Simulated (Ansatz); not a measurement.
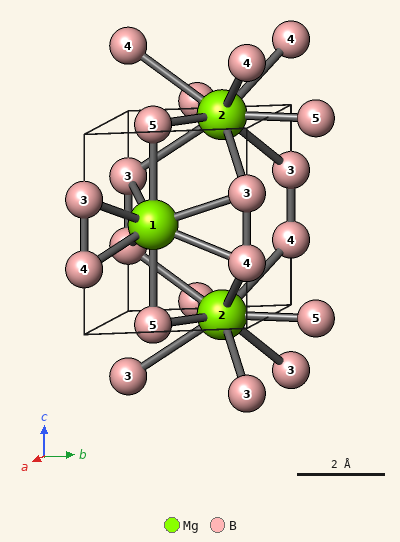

Figure 1. The starting structure (ball-and-stick view of the cell of the calculation, seen slightly off an axis; bonded neighbours outside the cell are drawn too; atoms are numbered from 1 in the order of the input).

# Geometry relaxation, with input and output: Mg$_{2}$B$_{3}$

- system: Mg$_{2}$B$_{3}$ (5 atoms in the cell)
- method: DFT PBE, scalar-relativistic, plane waves, PAW, no spin polarisation (Ansatz 0.2.0)

The structure was made by a generator, so it may or may not be a known phase. Figures and captions count atoms from 1; the log counts them from 0 in places.

**Input**
```yaml
crystal:
  lattice:
    - [3.8877055478, 0.0, 0.0]
    - [-1.9438527739, 3.3668517668, 0.0]
    - [0.0, 0.0, 4.6696395725]
  atoms:
    - { symbol: Mg, position: [0.6666666667, 0.3333333333, 0.5] }
    - { symbol: Mg, position: [0.3333333333, 0.6666666667, 0.0] }
    - { symbol: B, position: [0.0, 0.0, 0.6739209166] }
    - { symbol: B, position: [0.0, 0.0, 0.3260790834] }
    - { symbol: B, position: [0.6666666667, 0.3333333333, 0.0] }
basis:
  ecutwfc: 420
kpoints:
  mp_grid: { grid: [12, 12, 8] }
hamiltonian:
  xc: pbe
scf:
  occupations: { method: gaussian, width: 0.1 }
output:
  forces: true
  stress: true
  eigenvalues: true
  write_density: true
  write_potential: true
  elf: true
  volumetric_format: npy
relax:
  adjacent_minimum: "off"
  f_tol: 0.01
  max_steps: 80
  cell: { stress_tol: 0.05 }
```

Launch command:
```bash
ansatz run input.yaml --threads 1 --pin off --max-ram 2560MiB --backend cpu --events-out ev --progress --plain --runs-dir out
```

**Log**
```
Engine: ansatz 0.2.0, aarch64-unknown-linux-gnu
Pseudopotentials: kind: paw
Pseudopotential: Mg, paw, valence charge 10, recommended cutoff 420 eV (normal), Mg.paw.azcp
Pseudopotential: B, paw, valence charge 3, recommended cutoff 420 eV (normal), B.paw.azcp
Functional definition: PBE
  parameter kappa = 0.804
  parameter beta = 0.06672455060314922
  exchange = pbe_x(kappa = kappa, mu = beta*pi^2/3)
  correlation = pbe_c(beta = beta)
Crystal: 5 atoms, lattice volume = 61.122 Å³
Basis set: ecut = 420 eV, 1179 PW (Γ), exchange–correlation on 54×54×64 points (8 copies of the dense FFT grid, shifted against one another)
Bands: 20, of which v1, the nominal top of the filled ones, is band 15 counted from 1 (14 counted from 0)
Symmetry: 12 space group operations
Space group: P-6m2 (ITA 187), of the structure as read, at distance tolerance 3.9e-5 Å
k-points: 95 of 1152 (time reversal used)
Non-local potential: Mg, projectors of the file, l = 0: 3, l = 1: 2, l = 2: 1
Non-local potential: B, projectors of the file, l = 0: 2, l = 1: 2, l = 2: 1
PAW form: soft (Blöchl's): semilocal exchange-correlation on the pseudo side does not see the compensation charge
PAW one-centre angular grid: Mg, 110 points (default); XC on 64 Gauss nodes
PAW one-centre angular grid: B, 110 points (default); XC on 64 Gauss nodes
Initial density: superposition of atomic densities (neutral atoms: chi_scale 0, normalization atom), corrected by the library's trained network
Initial wavefunctions: pseudopotential atomic-orbital guess
Functional: x = pbe(κ = 0.804, μ = 0.2195149727645171), c = pbe(β = 0.06672455060314922)
SCF iter   1: F=—  HF=-4310.651073 eV  |F-HF|=—  |Δ(HF+E_count)|=         —  Δρ=5.28e-3  dr2=4.17e-2  ethr=1.77e-3  ⟨swp⟩=5.5  Hψ=9046  notcnv=0
preconditioner: auto → Kerker (q_TF=auto, 2.409 Å⁻¹)  [metal: Δε(μ)=0.043 eV  Ē_g=7.688 eV  σ=0.100 eV  W_gap=0.24  n_scr=20 (ndim 8)  ℏωp=17.1 eV  f_vac=0.000  D(μ)=1.53/eV (n_scr^D=8)]
SCF iter   2: F=—  HF=-4310.644584 eV  |F-HF|=—  |Δ(HF+E_count)|=   6.49e-3  Δρ=2.20e-3  dr2=5.23e-3  ethr=1.44e-4  ⟨swp⟩=1.0  Hψ=2660  notcnv=0
SCF iter   3: F=—  HF=-4310.644040 eV  |F-HF|=—  |Δ(HF+E_count)|=   5.44e-4  Δρ=9.27e-4  dr2=8.25e-4  ethr=1.80e-5  ⟨swp⟩=1.2  Hψ=1825  notcnv=0
SCF iter   4: F=—  HF=-4310.643855 eV  |F-HF|=—  |Δ(HF+E_count)|=   1.85e-4  Δρ=1.96e-4  dr2=4.27e-5  ethr=2.85e-6  ⟨swp⟩=2.1  Hψ=2087  notcnv=0
SCF iter   5: F=—  HF=-4310.643869 eV  |F-HF|=—  |Δ(HF+E_count)|=   1.42e-5  Δρ=9.02e-5  dr2=7.95e-6  ethr=1.47e-7  ⟨swp⟩=2.9  Hψ=3349  notcnv=0
SCF iter   6: F=—  HF=-4310.643869 eV  |F-HF|=—  |Δ(HF+E_count)|=   3.07e-7  Δρ=2.19e-5  dr2=3.09e-7  ethr=2.74e-8  ⟨swp⟩=2.3  Hψ=2528  notcnv=0
SCF iter   7: F=-4310.643869 eV  HF=-4310.643869 eV  |F-HF|=3.92e-9  |Δ(HF+E_count)|=   1.35e-7  Δρ=4.34e-6  dr2=9.61e-9  ethr=3.45e-10  ⟨swp⟩=11.5  Hψ=11745  notcnv=0
SCF 1 converged in 7 iterations: F = -4310.643869 eV  dr2 = 9.61e-9
  greatest PAW one-centre occupation: 1.000 electrons in one spin orbital (limit 2), on the Mg atom at site 0 (counted from 0), in its partial waves of l = 0
relax step   1: F+E_penalty+E_count = -4310.64386922 eV  Δ(F+E_penalty+E_count) = +0.000e0 eV  max|allowed force component| = 9.274e-3 eV/Å  Δτ_max = 0.0000 Å  P = +0.126 GPa  Ω = 61.122 Å³  (7 SCF iters, dr2 threshold 1.00e-7 eV, accepted)
Crystal: 5 atoms, lattice volume = 61.156 Å³
Basis set: ecut = 420 eV, 1191 PW (Γ), exchange–correlation on 54×54×64 points (8 copies of the dense FFT grid, shifted against one another)
Initial density: handed on by an earlier stage of this run
Initial wavefunctions: those handed on with the density
iter 1 solved again at ethr=2.12e-7 eV; its pass at ethr=3.10e-3 eV (dr2=6.14e-5 eV) is discarded
SCF iter   1: F=—  HF=-4310.644223 eV  |F-HF|=—  |Δ(HF+E_count)|=         —  Δρ=2.74e-4  dr2=6.36e-5  ethr=2.12e-7  ⟨swp⟩=2.0  Hψ=9869  notcnv=0
preconditioner: auto → Kerker (q_TF=auto, 2.409 Å⁻¹)  [metal: Δε(μ)=0.044 eV  Ē_g=7.677 eV  σ=0.100 eV  W_gap=0.24  n_scr=20 (ndim 8)  ℏωp=17.1 eV  f_vac=0.000  D(μ)=1.46/eV (n_scr^D=8)]
SCF iter   2: F=—  HF=-4310.644230 eV  |F-HF|=—  |Δ(HF+E_count)|=   6.61e-6  Δρ=1.42e-4  dr2=1.19e-5  ethr=2.12e-7  ⟨swp⟩=1.0  Hψ=1900  notcnv=0
SCF iter   3: F=—  HF=-4310.644227 eV  |F-HF|=—  |Δ(HF+E_count)|=   2.65e-6  Δρ=4.46e-5  dr2=1.45e-6  ethr=4.11e-8  ⟨swp⟩=1.0  Hψ=1900  notcnv=0
SCF iter   4: F=-4310.644227 eV  HF=-4310.644227 eV  |F-HF|=1.83e-8  |Δ(HF+E_count)|=   3.57e-7  Δρ=7.86e-6  dr2=4.79e-8  ethr=1.49e-9  ⟨swp⟩=9.2  Hψ=11482  notcnv=0
SCF 2 converged in 4 iterations: F = -4310.644227 eV  dr2 = 4.79e-8
relax step   2: F+E_penalty+E_count = -4310.64422705 eV  Δ(F+E_penalty+E_count) = -3.578e-4 eV  max|allowed force component| = 7.634e-3 eV/Å  Δτ_max = 0.0013 Å  P = +0.066 GPa  Ω = 61.156 Å³  energy of the carried Pulay correction = -1.619e-5 eV  (4 SCF iters, dr2 threshold 4.31e-7 eV, accepted)
Crystal: 5 atoms, lattice volume = 61.207 Å³
iter 1 solved again at ethr=5.18e-9 eV; its pass at ethr=3.10e-3 eV (dr2=1.50e-6 eV) is discarded
SCF iter   1: F=—  HF=-4310.644197 eV  |F-HF|=—  |Δ(HF+E_count)|=         —  Δρ=4.09e-5  dr2=1.45e-6  ethr=5.18e-9  ⟨swp⟩=2.0  Hψ=9869  notcnv=0
preconditioner: auto → Kerker (q_TF=auto, 2.409 Å⁻¹)  [metal: Δε(μ)=0.044 eV  Ē_g=7.674 eV  σ=0.100 eV  W_gap=0.24  n_scr=20 (ndim 8)  ℏωp=17.1 eV  f_vac=0.000  D(μ)=1.45/eV (n_scr^D=8)]
SCF iter   2: F=—  HF=-4310.644214 eV  |F-HF|=—  |Δ(HF+E_count)|=   1.71e-5  Δρ=2.50e-5  dr2=5.87e-7  ethr=4.98e-9  ⟨swp⟩=2.0  Hψ=2762  notcnv=0
SCF iter   3: F=—  HF=-4310.644214 eV  |F-HF|=—  |Δ(HF+E_count)|=   1.80e-7  Δρ=5.49e-6  dr2=3.25e-8  ethr=2.03e-9  ⟨swp⟩=2.0  Hψ=2392  notcnv=0
SCF iter   4: F=-4310.644214 eV  HF=-4310.644214 eV  |F-HF|=1.88e-9  |Δ(HF+E_count)|=   2.79e-9  Δρ=2.21e-6  dr2=3.47e-9  ethr=8.52e-11  ⟨swp⟩=7.0  Hψ=9533  notcnv=0
SCF 3 converged in 4 iterations: F = -4310.644214 eV  dr2 = 3.47e-9
relax step   3: F+E_penalty+E_count = -4310.64421370 eV  Δ(F+E_penalty+E_count) = +1.335e-5 eV  max|allowed force component| = 4.629e-3 eV/Å  Δτ_max = 0.0002 Å  P = +0.009 GPa  Ω = 61.207 Å³  energy of the carried Pulay correction = -4.875e-5 eV  (4 SCF iters, dr2 threshold 2.47e-8 eV, accepted)
Initial wavefunctions: pseudopotential atomic-orbital guess (no wavefunctions were taken with the density)
iter 1 solved again at ethr=2.30e-8 eV; its pass at ethr=3.10e-3 eV (dr2=6.67e-6 eV) is discarded
SCF iter   1: F=—  HF=-4310.644254 eV  |F-HF|=—  |Δ(HF+E_count)|=         —  Δρ=1.69e-5  dr2=1.10e-8  ethr=2.30e-8  ⟨swp⟩=3.1  Hψ=13942  notcnv=0
SCF iter   2: F=—  HF=-4310.644272 eV  |F-HF|=—  |Δ(HF+E_count)|=   1.76e-5  Δρ=8.80e-6  dr2=5.38e-9  ethr=3.79e-11  ⟨swp⟩=2.9  Hψ=4053  notcnv=0
SCF iter   3: F=—  HF=-4310.644272 eV  |F-HF|=—  |Δ(HF+E_count)|=   2.16e-7  Δρ=3.62e-6  dr2=1.07e-9  ethr=1.86e-11  ⟨swp⟩=2.1  Hψ=3180  notcnv=0
SCF iter   4: F=—  HF=-4310.644272 eV  |F-HF|=—  |Δ(HF+E_count)|=   4.28e-8  Δρ=3.84e-7  dr2=1.85e-10  ethr=3.71e-12  ⟨swp⟩=2.1  Hψ=2507  notcnv=0
SCF iter   5: F=-4310.644272 eV  HF=-4310.644272 eV  |F-HF|=4.55e-11  |Δ(HF+E_count)|=  4.64e-11  Δρ=1.91e-7  dr2=2.60e-11  ethr=1.00e-12  ⟨swp⟩=5.3  Hψ=7135  notcnv=0
SCF 4 converged in 5 iterations: F = -4310.644272 eV  dr2 = 2.60e-11
relax step   4: F+E_penalty+E_count = -4310.64427228 eV  Δ(F+E_penalty+E_count) = -5.858e-5 eV  max|allowed force component| = 4.653e-3 eV/Å  Δτ_max = 0.0000 Å  P = +0.010 GPa  Ω = 61.207 Å³  stress off target by 1.55e-2 GPa  SCF on the basis re-selected at this cell (its energy is not comparable with the rows above)  (5 SCF iters)
```

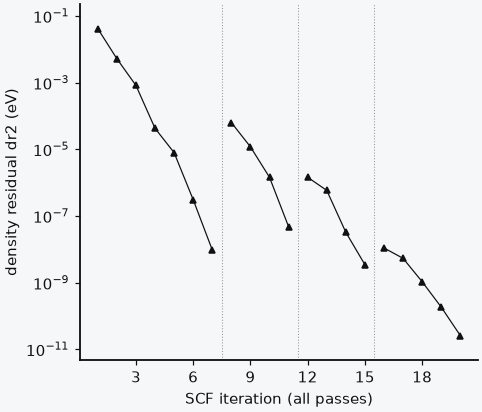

Figure 2. Convergence of the self-consistent field: density residual dr2 against the SCF iteration. The dotted lines part the SCF passes of the relaxation: geometry steps, rejected trials and re-solves on a re-selected basis. The passes take 7, 4, 4 and 5 iterations.

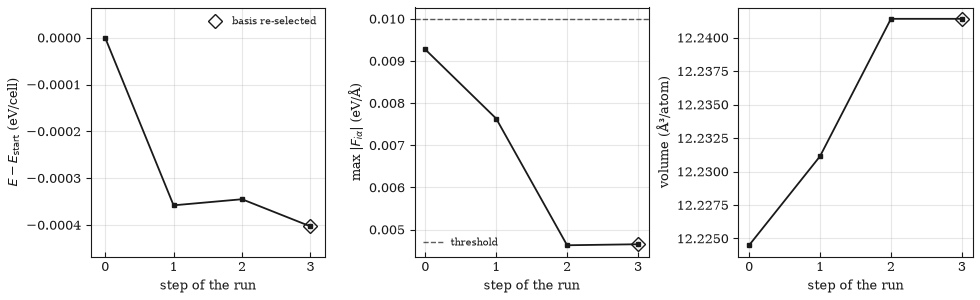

Figure 3. Progress of the relaxation, step by step (the first geometry is step 0 here and step 1 in the log). The energy falls by 0.3 meV per cell of the calculation in 2 geometry steps. The largest force component goes from 0.0093 to 0.0047 eV/Å. The pressure goes from 0.13 to 0.01 GPa. No atom moves by more than 0.005 Å relative to the cell. Cell: a = b 3.888 → 3.894 Å (+0.2 %), c 4.670 → 4.661 Å (−0.2 %). Volume +0.1 %. Among the contacts that change: Mg1–B5 2.335 → 2.330 Å. The space group stays P-6m2 (No. 187). A last SCF at the same geometry on a re-selected plane-wave basis shifts the energy by −0.1 meV per cell of the calculation. (Atoms are counted from 1 in the order of the input.)

```
basis re-selected at this cell: Δ(F+E_penalty+E_count) = -5.858e-5 eV, ΔP = +0.001 GPa vs the last step (what re-selecting the basis moved, of the pressure what is left beyond the Pulay correction that the steps carried, after the strain that the cell walked since its last selection, with what the two solves' SCF thresholds leave and, on support functions, any second-order correction that the steps lacked; it is no measure of the basis error at this ecutwfc). This SCF's stress stands 1.55e-2 GPa from its target on what of the cell is left free (relax.cell.stress_tol is 5.00e-2 GPa) and its largest allowed force component is 4.65e-3 eV/Å (relax.f_tol is 1.00e-2 eV/Å): within both
SCF converged after 5 iterations
Free energy (F): -4310.644272 eV
Harris-Foulkes:  -4310.644272 eV  (|F-HF|=4.55e-11)
Internal energy: -4310.637001 eV  (E = F + TS)
E sigma→0 (E₀):  -4310.640637 eV
Entropy (-TS):   -0.007271 eV (-1.454 meV/atom)
Fermi energy:    7.293422 eV
--- Per-component energies (eV) ---
  E_band       = -646.487380
  E_kinetic    = 282.790918
  E_local      = -3227.426403  (includes V_loc(G=0)·N_el)
  E_nonlocal   = 229.257730
  E_hartree    = 1156.855926
  E_xc         = -150.409983
  E_vxc        = -184.091839  (∫ρ·V_xc dr)
  E_paw        = -818.812335  (= ΣΔE_a)
  E_vpaw       = -60.729665  (= ΣTr[D̂ρ^β])
  E_aug_tail   = -0.000009  (compensation charges beyond the density's cutoff)
  E_ewald      = -1782.892845
  E_smearing   = -0.007271  (= −TS)
  E_closure    = -0.000000  (closes the sum)
  Σ components = -4310.644272   (vs F -4310.644272, Δ=0.00e0)
--- Forces (eV/Å), atoms counted from 1 ---
  atom   1  Mg     0.00000000    -0.00000000    -0.00000000
  atom   2  Mg     0.00000000    -0.00000000    -0.00000000
  atom   3  B      0.00000000     0.00000000    -0.00465322
  atom   4  B      0.00000000    -0.00000000     0.00465322
  atom   5  B     -0.00000000    -0.00000000    -0.00000000
  max |Σ_I F_I| component: 4.06e-16 eV/Å
--- Stress (GPa, compression-positive) ---
        0.015516       0.000000       0.000000
        0.000000       0.015516      -0.000000
       -0.000000      -0.000000      -0.001672
  P = ⅓ Tr σ = 0.0098 GPa (0.098 kbar)
--- Band table (eV; the first three rows and the last of 95) ---
  k-point 0: bands = ["-67.9610", "-67.4190", "-34.7381", "-34.7073", "-34.7073", "-34.1793", "-34.1745", "-34.1745", "-3.6670", "0.9382", "2.4698", "5.6826", "5.6826", "8.0852", "8.0852", "8.3201", "10.6642", "11.1152", "11.3862", "11.3862"]
  k-point 1: bands = ["-67.9610", "-67.4190", "-34.7381", "-34.7073", "-34.7073", "-34.1793", "-34.1745", "-34.1745", "-3.5785", "0.3458", "3.0989", "5.7594", "5.7594", "8.0188", "8.0188", "8.2692", "10.5149", "11.1551", "11.1551", "11.3717"]
  k-point 2: bands = ["-67.9610", "-67.4190", "-34.7380", "-34.7072", "-34.7072", "-34.1794", "-34.1745", "-34.1745", "-3.3156", "-0.5841", "4.1117", "5.9832", "5.9832", "7.7930", "7.7930", "8.0414", "10.5371", "10.7819", "10.7819", "11.7753"]
  k-point 94: bands = ["-67.9609", "-67.4189", "-34.7377", "-34.7097", "-34.7094", "-34.1790", "-34.1770", "-34.1764", "-1.0558", "0.6074", "1.5656", "2.8030", "3.6934", "3.8269", "8.3304", "9.8045", "10.3843", "11.7864", "12.9615", "13.5447"]
--- Relaxed structure (3 steps of the walk, 3 accepted, 1 SCFs on fresh bases) ---
  F+E_penalty+E_count = -4310.64427228 eV   max|allowed force component| = 4.653e-3 eV/Å   (the final SCF, on the basis selected at the relaxed cell)
  cell:  # Å, volume = 61.2070 Å³
    - [3.894108364607151, 0.0, 0.0]
    - [-1.9470541823035754, 3.372396768839268, 0.0]
    - [0.0, 0.0, 4.660738072879028]
  atoms:
    - { symbol: Mg, position: [0.6666666666666666, 0.33333333333333326, 0.5] }
    - { symbol: Mg, position: [0.3333333333333333, 0.6666666666666665, -9.287245027393423e-21] }
    - { symbol: B, position: [1.5543122343879775e-17, -8.881784196952785e-17, 0.6741502337881136] }
    - { symbol: B, position: [1.5543122343879775e-17, -8.881784196952785e-17, 0.32584976621188627] }
    - { symbol: B, position: [0.6666666666666666, 0.33333333333333326, -9.287245027393423e-21] }
```

**Trajectory as extended XYZ (Å, eV, eV/Å), 4 frames, from step=1 to step=4**
```
5
Lattice="3.8877 0.0000 0.0000 -1.9439 3.3669 0.0000 0.0000 0.0000 4.6696" Properties=species:S:1:pos:R:3:forces:R:3 step=1 energy=-4310.64387 pressure_GPa=0.13
Mg    1.9439    1.1223    2.3348    0.0000   0.0000   0.0000
Mg    0.0000    2.2446    0.0000    0.0000   0.0000   0.0000
B     0.0000    0.0000    3.1470    0.0000   0.0000  -0.0093
B     0.0000    0.0000    1.5227    0.0000   0.0000   0.0093
B     1.9439    1.1223    0.0000    0.0000   0.0000   0.0000
5
Lattice="3.8926 0.0000 0.0000 -1.9463 3.3711 0.0000 0.0000 0.0000 4.6604" Properties=species:S:1:pos:R:3:forces:R:3 step=2 energy=-4310.64423 pressure_GPa=0.07
Mg    1.9463    1.1237    2.3302    0.0000   0.0000   0.0000
Mg    0.0000    2.2474    0.0000    0.0000   0.0000   0.0000
B     0.0000    0.0000    3.1420    0.0000   0.0000  -0.0076
B     0.0000    0.0000    1.5184    0.0000   0.0000   0.0076
B     1.9463    1.1237    0.0000    0.0000   0.0000   0.0000
5
Lattice="3.8941 0.0000 0.0000 -1.9471 3.3724 0.0000 0.0000 0.0000 4.6607" Properties=species:S:1:pos:R:3:forces:R:3 step=3 energy=-4310.64421 pressure_GPa=0.01
Mg    1.9471    1.1241    2.3304    0.0000   0.0000   0.0000
Mg    0.0000    2.2483    0.0000    0.0000   0.0000   0.0000
B     0.0000    0.0000    3.1420    0.0000   0.0000  -0.0046
B     0.0000    0.0000    1.5187    0.0000   0.0000   0.0046
B     1.9471    1.1241    0.0000    0.0000   0.0000   0.0000
5
Lattice="3.8941 0.0000 0.0000 -1.9471 3.3724 0.0000 0.0000 0.0000 4.6607" Properties=species:S:1:pos:R:3:forces:R:3 step=4 energy=-4310.64427 pressure_GPa=0.01
Mg    1.9471    1.1241    2.3304    0.0000   0.0000   0.0000
Mg    0.0000    2.2483    0.0000    0.0000   0.0000   0.0000
B     0.0000    0.0000    3.1420    0.0000   0.0000  -0.0047
B     0.0000    0.0000    1.5187    0.0000   0.0000   0.0047
B     1.9471    1.1241    0.0000    0.0000   0.0000   0.0000
```

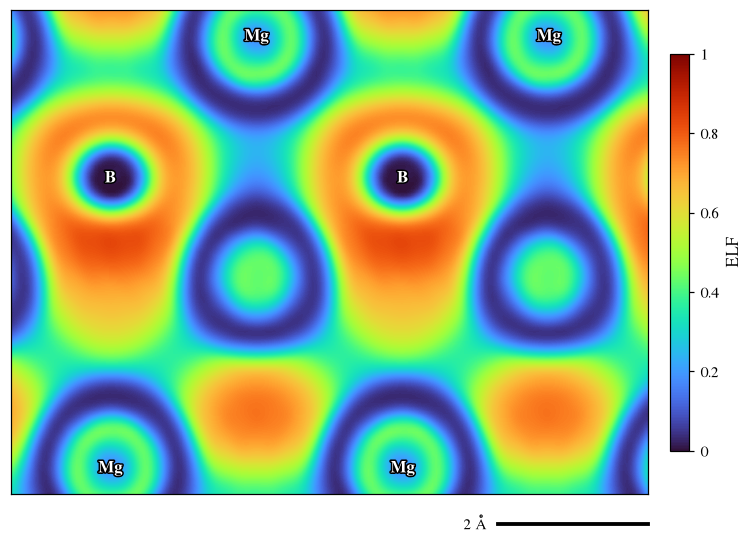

Figure 4. ELF on the (101) plane of the conventional cell. Atoms in the plane: Mg and B. Core electrons are frozen (PAW), so the fields are smoothed inside the atomic spheres.

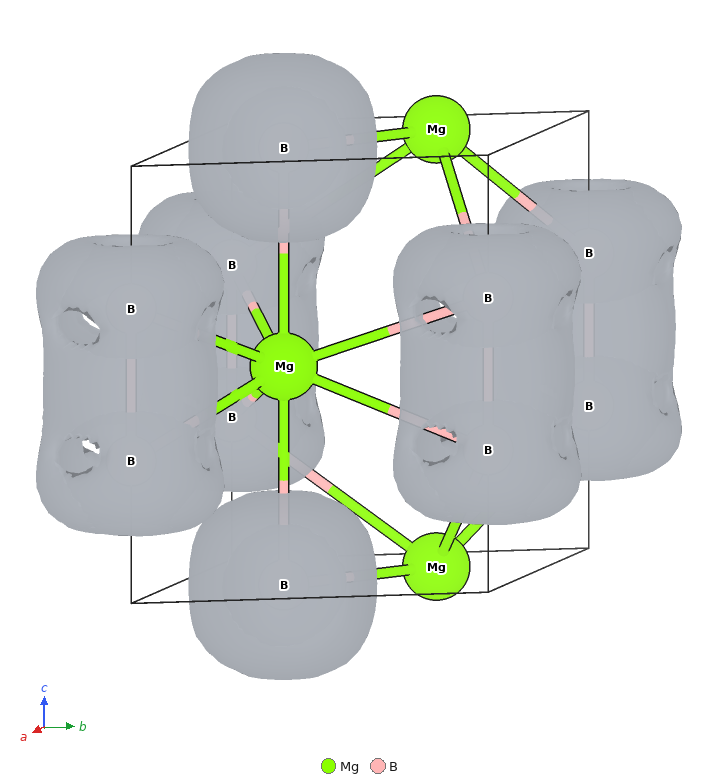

Figure 5. Isosurface of the electron localisation function at 0.7 (grey), seen slightly off an axis. Only the valence region is drawn (cores and ρ < 0.01 e/Å³ removed). Sticks mark near contacts. The outline is the cell set on symmetry axes. Mg–B (2.25 Å): the ELF is about 0.45 at the midpoint; a polar contact without a shared pair, in a metal.

**Results in brief**

| quantity | value |
| --- | --- |
| outcome | converged |
| space group (tolerance 0.01 Å) | P-6m2 (187) |
| electrons treated | 29 |
| free energy | −4310.6443 eV |
| Fermi energy | 7.293 eV |
| gap on the k-point mesh | none (metallic) |
| pressure | 0.01 GPa |
| final volume | 61.21 Å³ |
| largest force (length of the vector) at the end | 0.005 eV/Å |
| final cell | a = 3.894 Å, b = 3.894 Å, c = 4.661 Å, α = 90.00°, β = 90.00°, γ = 120.00° |
| hardware | 1 thread of Arm Neoverse V2, 24 GiB of memory available, shared host |
| wall time | 33 s |
| peak memory | 0.4 GiB |
